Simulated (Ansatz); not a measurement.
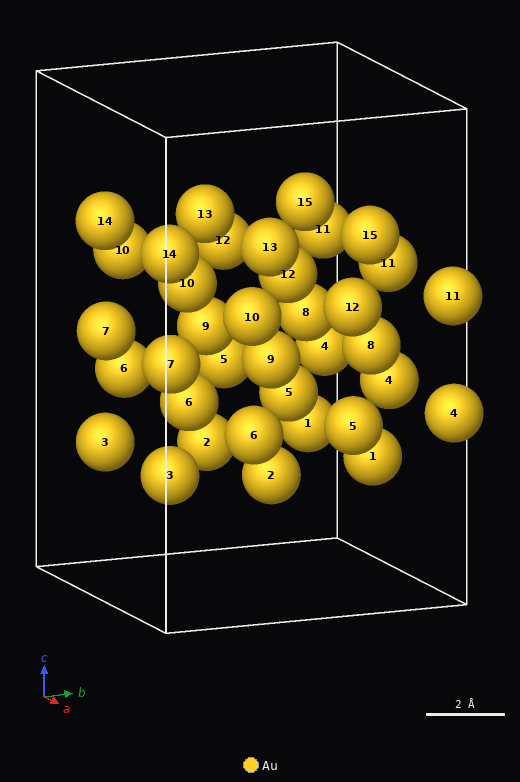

*The structure (spheres-only view of the 2 × 1 repeat of the cell, with the vacuum cut short, seen slightly off an axis; atoms are numbered from 1 in the order of the input). An atom can appear more than once, as a periodic image.*

## Au: single-point calculation (part 1 of 2)

- system: Au (slab, 15 atoms in the cell)
- method: DFT PBE, scalar-relativistic, plane waves, PAW, no spin polarisation (Ansatz 0.2.0)

The structure derives from an entry of the Crystallography Open Database. It belongs to a series of runs on one base structure; here: the film alone at its places in the stack. Figures and captions count atoms from 1; the log counts them from 0 in places.

**The program's output**
```
Engine: ansatz 0.2.0, aarch64-unknown-linux-gnu
Pseudopotentials: kind: paw
Pseudopotential: Au, paw, valence charge 19, recommended cutoff 420 eV (normal), Au.paw.azcp
Functional definition: PBE
  parameter kappa = 0.804
  parameter beta = 0.06672455060314922
  exchange = pbe_x(kappa = kappa, mu = beta*pi^2/3)
  correlation = pbe_c(beta = beta)
Crystal: 15 atoms, lattice volume = 1112.693 Å³
Basis set: ecut = 420 eV, 21627 PW (Γ), exchange–correlation on 60×120×432 points (8 copies of the dense FFT grid, shifted against one another)
Bands: 171, of which v1, the nominal top of the filled ones, is band 143 counted from 1 (142 counted from 0)
Symmetry: 1 space group operations
Space group: P1 (ITA 1), of the structure as read, at distance tolerance 1.0e-4 Å
k-points: 18 of 32 (time reversal used)
Non-local potential: Au, projectors of the file, l = 0: 3, l = 1: 2, l = 2: 2, l = 3: 1
PAW form: soft (Blöchl's): semilocal exchange-correlation on the pseudo side does not see the compensation charge
PAW one-centre angular grid: Au, 590 points (default); XC on 64 Gauss nodes
Initial density: superposition of atomic densities (neutral atoms: chi_scale 0, normalization atom), corrected by the library's trained network
Initial wavefunctions: pseudopotential atomic-orbital guess
Functional: x = pbe(κ = 0.804, μ = 0.2195149727645171), c = pbe(β = 0.06672455060314922)
SCF iter   1: F=—  HF=-197235.846126 eV  |F-HF|=—  |Δ(HF+E_count)|=         —  Δρ=1.64e-3  dr2=1.96e-1  ethr=1.77e-3  p=0.015 e·Å  D=2.49e-3 V/Å  ΔV_dip=-0.08 eV  dr2_dipole=3.88e-3  V_vac-E_F(+/−)=4.67/4.74 eV  ⟨swp⟩=8.7  Hψ=13886  notcnv=0  defer=92
efield: sawtooth ramp at fractional position 0.1330 (placed from the atoms, in the widest stretch of the axis that holds none; the zero of the levels goes with the place), width 0.0400; the density the first Hamiltonian is built on has a dipole p = 0.015 e·Å; the dipole correction subtracts the counter field D = 2.49e-3 V/Å, which shifts the + side's vacuum level by -0.08 eV against the − side's; the planar-averaged density in the ramp window peaks in size at 6.8e-7 e/Å³
preconditioner: auto → LDOS  [metal: Δε(μ)=0.083 eV  Ē_g=8.156 eV  σ=0.100 eV  W_gap=0.44  n_scr=194 (ndim 8)  ℏωp=14.3 eV  f_vac=0.709  D(μ)=4.40/eV (n_scr^D=14)  β→1.0]
SCF iter   2: F=—  HF=-197235.883634 eV  |F-HF|=—  |Δ(HF+E_count)|=   3.75e-2  Δρ=1.80e-3  dr2=1.44e-1  ethr=6.88e-5  p=-0.002 e·Å  D=-2.79e-4 V/Å  ΔV_dip=0.01 eV  dr2_dipole=1.41e-4  V_vac-E_F(+/−)=5.07/5.06 eV  ⟨swp⟩=2.5  Hψ=6183  notcnv=0  defer=354
SCF iter   3: F=—  HF=-197235.858957 eV  |F-HF|=—  |Δ(HF+E_count)|=   2.47e-2  Δρ=4.24e-4  dr2=4.91e-3  ethr=5.04e-5  p=0.002 e·Å  D=3.34e-4 V/Å  ΔV_dip=-0.01 eV  dr2_dipole=7.25e-7  V_vac-E_F(+/−)=4.98/4.99 eV  ⟨swp⟩=2.1  Hψ=4146  notcnv=0  defer=354
SCF iter   4: F=—  HF=-197235.858299 eV  |F-HF|=—  |Δ(HF+E_count)|=   6.58e-4  Δρ=1.50e-4  dr2=3.01e-4  ethr=1.72e-6  p=0.002 e·Å  D=2.76e-4 V/Å  ΔV_dip=-0.01 eV  dr2_dipole=3.08e-7  V_vac-E_F(+/−)=4.97/4.98 eV  ⟨swp⟩=2.0  Hψ=4193  notcnv=0  defer=354
SCF iter   5: F=—  HF=-197235.858296 eV  |F-HF|=—  |Δ(HF+E_count)|=   3.36e-6  Δρ=3.38e-5  dr2=1.88e-5  ethr=1.06e-7  p=0.002 e·Å  D=3.86e-4 V/Å  ΔV_dip=-0.01 eV  dr2_dipole=2.40e-8  V_vac-E_F(+/−)=4.97/4.99 eV  ⟨swp⟩=2.9  Hψ=5362  notcnv=0  defer=354
SCF iter   6: F=—  HF=-197235.858435 eV  |F-HF|=—  |Δ(HF+E_count)|=   1.40e-4  Δρ=1.11e-5  dr2=2.29e-6  ethr=6.59e-9  p=0.002 e·Å  D=3.42e-4 V/Å  ΔV_dip=-0.01 eV  dr2_dipole=1.97e-7  V_vac-E_F(+/−)=4.98/4.99 eV  ⟨swp⟩=2.8  Hψ=5218  notcnv=0  defer=325
SCF iter   7: F=—  HF=-197235.858437 eV  |F-HF|=—  |Δ(HF+E_count)|=   1.44e-6  Δρ=4.40e-6  dr2=3.06e-7  ethr=8.03e-10  p=0.002 e·Å  D=3.69e-4 V/Å  ΔV_dip=-0.01 eV  dr2_dipole=1.13e-9  V_vac-E_F(+/−)=4.98/4.99 eV  ⟨swp⟩=2.1  Hψ=4216  notcnv=0  defer=322
SCF iter   8: F=-197235.858437 eV  HF=-197235.858437 eV  |F-HF|=6.86e-8  |Δ(HF+E_count)|=   3.33e-7  Δρ=1.15e-6  dr2=1.90e-8  ethr=3.51e-11  p=0.002 e·Å  D=3.66e-4 V/Å  ΔV_dip=-0.01 eV  dr2_dipole=1.23e-11  V_vac-E_F(+/−)=4.98/4.99 eV  ⟨swp⟩=29.0  Hψ=28875  notcnv=0
SCF 1 converged in 8 iterations: F = -197235.858437 eV  dr2 = 1.90e-8
  greatest PAW one-centre occupation: 1.000 electrons in one spin orbital (limit 2), on the Au atom at site 3 (counted from 0), in its partial waves of l = 0
```

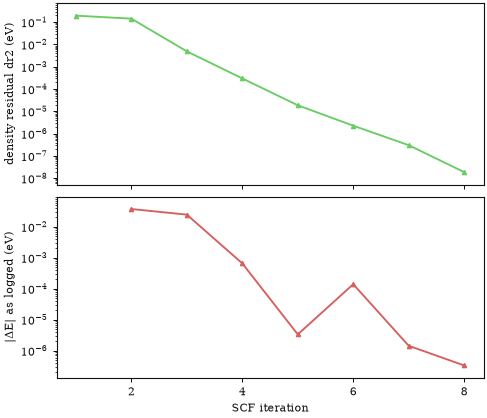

*Convergence of the self-consistent field: density residual dr2 and size of the energy change against the SCF iteration.*

The residual falls at every step.

```
SCF converged after 8 iterations
Free energy (F): -197235.858437 eV
Harris-Foulkes:  -197235.858437 eV  (|F-HF|=6.86e-8)
Internal energy: -197235.837994 eV  (E = F + TS)
E sigma→0 (E₀):  -197235.848216 eV
Entropy (-TS):   -0.020443 eV (-1.363 meV/atom)
Fermi energy:    0.846714 eV
Dipole field:    D = 0.000364 V/Å  (p = 0.002239 e·Å, saw-weighted, corrected)
Work function:   Φ+ = 4.9755 eV   Φ− = 4.9869 eV
Levels:          The Fermi level and band energies are counted from a zero that moves with the ramp; work functions are not
--- Per-component energies (eV) ---
  E_band       = -8594.932767
  E_kinetic    = 9063.769851
  E_local      = -657404.867704  (includes V_loc(G=0)·N_el)
  E_nonlocal   = 1117.367297
  E_hartree    = 324085.952716
  E_xc         = -3408.678331
  E_vxc        = -4111.957421  (∫ρ·V_xc dr)
  E_paw        = -145604.662484  (= ΣΔE_a)
  E_vpaw       = -5431.153608  (= ΣTr[D̂ρ^β])
  E_aug_tail   = 0.021478  (compensation charges beyond the density's cutoff)
  E_efield     = 0.000000  (sawtooth field / dipole correction)
  E_vefield    = -0.011323  (∫n·V_field dr)
  E_ewald      = 274915.259183
  E_smearing   = -0.020443  (= −TS)
  E_closure    = 0.000000  (closes the sum)
  Σ components = -197235.858437   (vs F -197235.858437, Δ=0.00e0)
--- Forces (eV/Å), atoms counted from 1 ---
  atom   1  Au    -0.00000719    -0.31277305     0.16365801
  atom   2  Au     0.00004999     0.00118624     0.68548101
  atom   3  Au     0.00016210     0.31177297     0.16027741
  atom   4  Au    -0.00025764     0.00368357    -0.20585974
  atom   5  Au    -0.00025907     0.00506794    -0.33200609
  atom   6  Au    -0.00017348    -0.01227401    -0.33014536
  atom   7  Au     0.00003906     0.02482900     0.03269865
  atom   8  Au    -0.00016946    -0.02896886     0.03304281
  atom   9  Au    -0.00001186    -0.00550123     0.10182107
  atom  10  Au     0.00038405     0.01087673    -0.12419840
  atom  11  Au     0.00006880     0.00396596    -0.04984451
  atom  12  Au     0.00018917    -0.00821597    -0.13089768
  atom  13  Au     0.00010659     0.00401285     0.00890272
  atom  14  Au    -0.00000820    -0.01065026    -0.00924406
  atom  15  Au    -0.00011247     0.01298731    -0.00372502
  max |Σ_I F_I| component: 3.92e-5 eV/Å
--- Stress (GPa, compression-positive) ---
       -0.376778       0.000025       0.000203
        0.000025      -0.288526       0.005051
        0.000203       0.005051      -0.330608
  P = ⅓ Tr σ = -0.3320 GPa (-3.320 kbar)
--- Band table (eV; the first three rows and the last of 18) ---
  k-point 0: bands = ["-104.3641", "-104.3528", "-104.3478", "-104.3465", "-104.3443", "-104.3416", "-104.3172", "-104.3081", "-104.3054", "-103.8960", "-103.8745", "-103.8716", "-103.8362", "-103.8317", "-103.6177", "-55.8801", "-55.8762", "-55.8740", "-55.8677", "-55.8614", "-55.8549", "-55.8396", "-55.8251", "-55.8203", "-55.8129", "-55.7956", "-55.7951", "-55.7871", "-55.7856", "-55.7727", "-55.7677", "-55.7650", "-55.7606", "-55.7578", "-55.7553", "-55.7448", "-55.7419", "-55.7376", "-55.7281", "-55.7205",
      "-55.7150", "-55.7091", "-55.4632", "-55.4433", "-55.4198", "-55.3550", "-55.3349", "-55.3324", "-55.3258", "-55.3237", "-55.2770", "-55.2767", "-55.2700", "-55.2657", "-55.2621", "-55.2347", "-55.2253", "-55.1440", "-55.0540", "-55.0271", "-7.7921", "-6.3188", "-5.6517", "-5.6481", "-5.5648", "-5.3501", "-5.2492", "-5.1253", "-5.0125", "-4.9280", "-4.8637", "-4.8006", "-4.7867", "-4.7502", "-4.7073", "-4.6243", "-4.2951", "-4.2491", "-4.1230", "-4.1090",
      "-3.9546", "-3.9257", "-3.9089", "-3.9066", "-3.8694", "-3.8255", "-3.7858", "-3.7467", "-3.7229", "-3.6369", "-3.3903", "-3.2717", "-3.2210", "-3.1691", "-3.1361", "-2.9184", "-2.8999", "-2.8742", "-2.7399", "-2.7008", "-2.5069", "-2.4959", "-2.4595", "-2.4505", "-2.2990", "-2.2855", "-2.2367", "-2.1097", "-2.0793", "-2.0735", "-2.0292", "-1.9990", "-1.9719", "-1.9342", "-1.8763", "-1.8432", "-1.7493", "-1.6938", "-1.6546", "-1.6192",
      "-1.5571", "-1.5297", "-1.5082", "-1.4877", "-1.3646", "-1.2969", "-1.2899", "-1.2876", "-1.2353", "-1.2338", "-1.1857", "-1.1476", "-1.0727", "-1.0628", "-0.9808", "-0.9751", "-0.9183", "-0.8851", "-0.8733", "-0.8174", "-0.6460", "-0.5756", "0.7492", "0.8321", "1.2517", "3.1040", "3.4840", "3.5674", "3.9921", "4.6930", "4.7239", "5.4779", "5.7313", "5.7464", "6.0279", "6.0391", "6.1415", "6.2302", "6.2860", "6.3111",
      "6.7192", "7.2761", "7.5813", "7.6130", "7.6245", "7.7027", "7.7065", "7.7414", "7.7671", "7.9955", "8.0223"]
  k-point 1: bands = ["-104.3641", "-104.3525", "-104.3487", "-104.3458", "-104.3441", "-104.3417", "-104.3172", "-104.3082", "-104.3054", "-103.8959", "-103.8746", "-103.8715", "-103.8362", "-103.8317", "-103.6177", "-55.9029", "-55.8975", "-55.8836", "-55.8594", "-55.8403", "-55.8336", "-55.8301", "-55.8191", "-55.8106", "-55.8055", "-55.7964", "-55.7953", "-55.7878", "-55.7848", "-55.7745", "-55.7696", "-55.7695", "-55.7634", "-55.7592", "-55.7551", "-55.7500", "-55.7445", "-55.7375", "-55.7281", "-55.7258",
      "-55.7147", "-55.7130", "-55.4826", "-55.4238", "-55.4134", "-55.3550", "-55.3453", "-55.3261", "-55.3259", "-55.3237", "-55.2767", "-55.2763", "-55.2700", "-55.2676", "-55.2609", "-55.2347", "-55.2254", "-55.1462", "-55.0540", "-55.0271", "-7.6186", "-6.4043", "-6.1507", "-5.4175", "-5.3920", "-5.3453", "-5.2195", "-5.1130", "-4.9626", "-4.9395", "-4.9063", "-4.7537", "-4.7111", "-4.5792", "-4.5204", "-4.4613", "-4.4232", "-4.2565", "-4.1696", "-4.1508",
      "-4.1298", "-4.0087", "-3.9761", "-3.8835", "-3.8274", "-3.7970", "-3.7554", "-3.7136", "-3.6353", "-3.5552", "-3.5429", "-3.3606", "-3.3295", "-3.2190", "-3.1406", "-3.0786", "-2.9341", "-2.9032", "-2.8954", "-2.7823", "-2.7208", "-2.6643", "-2.5458", "-2.4398", "-2.4127", "-2.3636", "-2.3039", "-2.2285", "-2.2035", "-2.1304", "-2.0836", "-2.0769", "-1.9461", "-1.9331", "-1.9278", "-1.8617", "-1.7141", "-1.6535", "-1.6139", "-1.5841",
      "-1.5531", "-1.5402", "-1.4397", "-1.4019", "-1.3901", "-1.3779", "-1.3615", "-1.3511", "-1.3228", "-1.3033", "-1.1429", "-1.1311", "-1.0078", "-0.9683", "-0.9196", "-0.8615", "-0.8534", "-0.7716", "-0.7539", "-0.4921", "0.0039", "0.1520", "0.2185", "1.4207", "1.8891", "2.6420", "3.1968", "3.5670", "3.9858", "4.1043", "4.8974", "5.0781", "5.6153", "5.8317", "5.9695", "5.9953", "6.0785", "6.1073", "6.1341", "6.4421",
      "6.6193", "6.7953", "7.0557", "7.3787", "7.4008", "7.5080", "7.5599", "7.6826", "7.7257", "7.8312", "8.2541"]
```
